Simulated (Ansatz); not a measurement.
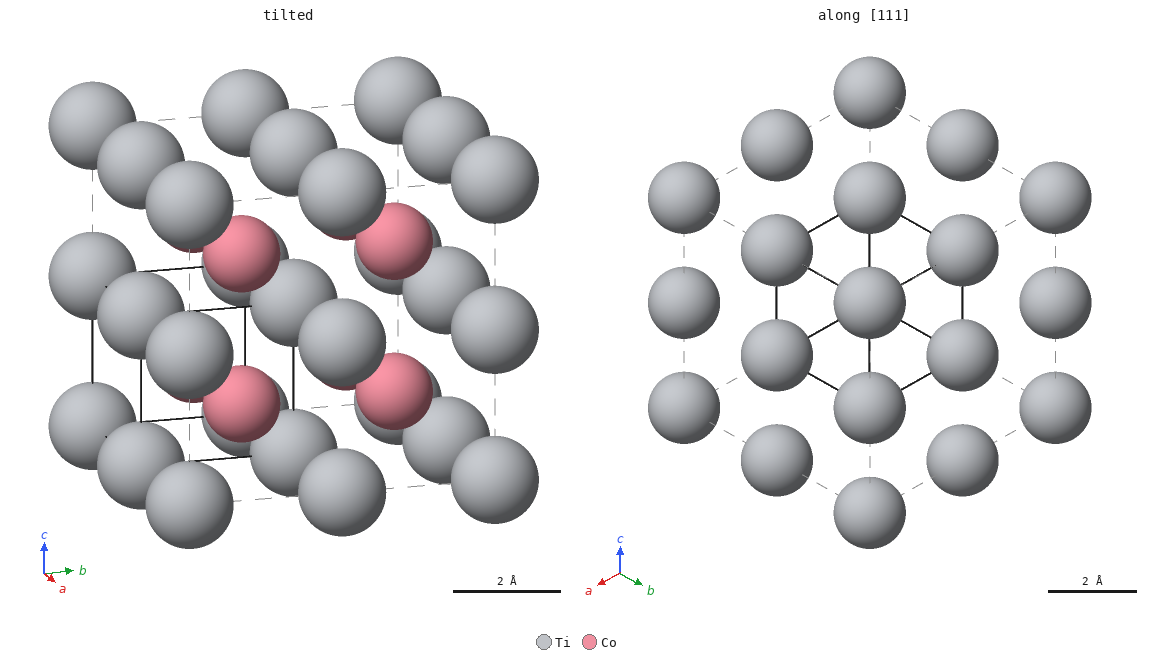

The structure above is drawn in spheres-only style and viewed slightly off an axis and along [111]. Solid lines give the unit cell, repeated here 2×2×2 times.

Describe the arrangement of the atoms.

Chemical formula TiCo. Strictly the space group is P4/mmm (No. 123, within 0.01 Å). It is a distorted form of a primitive cubic structure, space group Pm-3m (No. 221) within 0.25 Å: caesium chloride (CsCl, B2) type. The cell has 2 atoms, namely 1 Ti, 1 Co.

The initial geometry was a structure listed in the Materials Project. The cell was then strained or its atoms displaced on purpose. It went into a calculation with Ansatz.
